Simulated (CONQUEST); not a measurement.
# Energy of Na₂S along an even scaling of the cell

System: Na₂S (Fm-3m, 6 atoms in the cell).
Method: Kohn-Sham DFT of a periodic cell, PBEsol, PseudoDojo NC PBEsol, no spin polarisation (CONQUEST 1.3).

The 7 runs differ only in the geometry, by an even scaling of the cell at fixed fractional positions. The structure derives from an entry of the Crystallography Open Database.

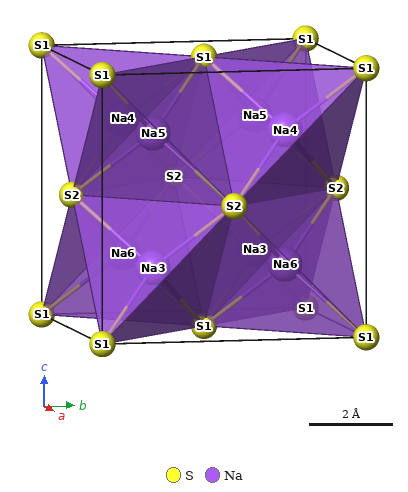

Figure 1. The structure of run 4 (polyhedral view of the cell 2 times as large as that of the calculation, set on its symmetry axes, seen slightly off an axis; polyhedra are completed across the faces of the cell; atoms are numbered from 1 in the order of the input). An atom can appear more than once, as a periodic image.

## Input of run 4
```
IO.Title Na2S
IO.Coordinates coords.dat
IO.FractionalAtomicCoords T
IO.Iprint 2
IO.Iprint_init 1
General.NumberOfSpecies 2
General.PseudopotentialType hamann
AtomMove.TypeOfRun static
AtomMove.FullStress T
Grid.PointsAlongX 48
Grid.PointsAlongY 48
Grid.PointsAlongZ 64
DM.SolutionMethod diagon
Diag.MPMesh T
Diag.GammaCentred T
Diag.MPMeshX 6
Diag.MPMeshY 6
Diag.MPMeshZ 4
Diag.kT 0.00183747
minE.SCTolerance 1e-6
SC.MaxIters 100
IO.AtomChargeOutput T
%block ChemicalSpeciesLabel
1 32.070 S
2 22.990 Na
%endblock
```

Command:
```bash
OMP_NUM_THREADS=1 Conquest
```

Lattice vectors (Å) and fractional positions of run 4:
```
   4.629428    0.000000    0.000000
   0.000000    4.629428    0.000000
   0.000000    0.000000    6.547000
S   0.000000  0.000000  0.000000
S   0.500000  0.500000  0.500000
Na  0.000000  0.500000  0.250000
Na  0.500000  0.000000  0.750000
Na  0.000000  0.500000  0.750000
Na  0.500000  0.000000  0.250000
```

Run 3 has the same physical settings and fractional positions; its lattice vectors (Å) are:
```
   4.598357    0.000000    0.000000
   0.000000    4.598357    0.000000
   0.000000    0.000000    6.503059
```

## Results, with one run withheld

| run | volume per atom (Å³) | free energy per atom, from the lowest run given (meV) | pressure (GPa) | gap on the mesh (eV) |
| --- | --- | --- | --- | --- |
| 1 | 21.982 | 5.04 | 1.68 | 2.55 |
| 2 | 22.450 | 1.32 | 0.93 | 2.47 |
| 3 | 22.918 | ? | ? | ? |
| 4 | 23.385 | 0.00 | −0.43 | 2.33 |
| 5 | 23.853 | 1.99 | −0.91 | 2.26 |
| 6 | 24.321 | 5.50 | −1.48 | 2.19 |
| 7 | 24.789 | 10.38 | −1.88 | 2.13 |

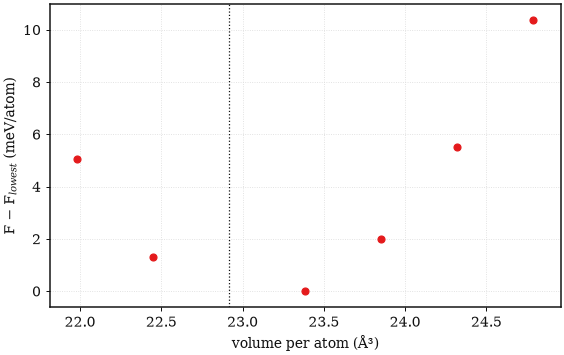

Figure 2. Free energy per atom of the runs given; the dotted line marks run 3.

What should run 3 give?

A cubic polynomial in V^(−2/3) (the Birch–Murnaghan form), fitted to the 6 runs given, misses them by under 0.01 meV per atom. With x = V^(−2/3) − 0.12213 Å⁻², it reads F = 0.1208 − 817.14 x + 3.2614e+05 x² + 5.0958e+05 x³ (meV per atom). At run 3 it gives −0.29 meV per atom, and the run itself gives −0.28. The slope of the fit gives a pressure −dF/dV of 0.21 GPa there, and the run prints 0.25 GPa. The fit has its minimum at 23.075 Å³ per atom, where V d²F/dV² gives 30.8 GPa: the bulk modulus at this level, since symmetry fixes the shape and the positions. The gap on the mesh goes, without turning, from 2.55 eV in run 1 to 2.13 eV in run 7; run 3 has 2.40 eV. These are gaps of this functional on this mesh, which can miss the band edges; they aren't the measured gap.

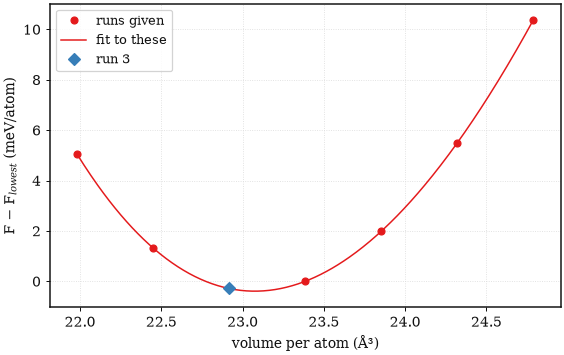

Figure 3. The fit and the withheld run.

## Some lines of the output (run 3)
```
[...]
      Using Fermi-Dirac smearing
          DFT Total Energy                 :      -204.691756491495909 Ha
          DFT Total Energy                 :      -204.748125987816877 Ha
          DFT Total Energy                 :      -204.750603064476593 Ha
          DFT Total Energy                 :      -204.750664949570250 Ha
          DFT Total Energy                 :      -204.750666968928670 Ha
          DFT Total Energy                 :      -204.750666984710506 Ha
      |* DFT total energy        =      -204.750666984710506 Ha
    force: Average pressure:      0.24584180 GPa
```

Notes: With a small basis of atomic orbitals these values can differ much from converged plane-wave results.
